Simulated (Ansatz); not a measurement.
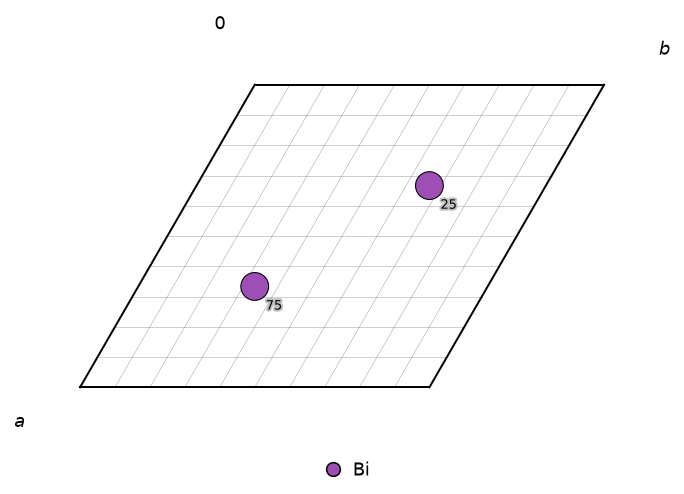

Plan of a unit cell projected along c (a down the page, b across); the numbers are heights in hundredths of c, and atoms on the cell's edges are repeated. The grid marks tenths of a and b. Source: the input geometry of an electronic-structure calculation (not necessarily at equilibrium); the starting structure was generated, so it need not be a known form of this composition. The drawing is computed from the coordinates (standard cell, symmetry found to 0.002 Å).

a = 3.524 Å, b = 3.524 Å, c = 5.798 Å, α = 90.00°, β = 90.00°, γ = 120.00°.

Question: What does the cell contain?

Answer: 2 Bi: Bi, Z = 2.

Question: Which space group?

Answer: No. 194, P6₃/mmc, primitive hexagonal.

Question: Give the fractional coordinates of all atoms, to two places.

Answer:
| atom | x | y | z |
| --- | --- | --- | --- |
| Bi | 0.33 | 0.67 | 0.25 |
| Bi | 0.67 | 0.33 | 0.75 |
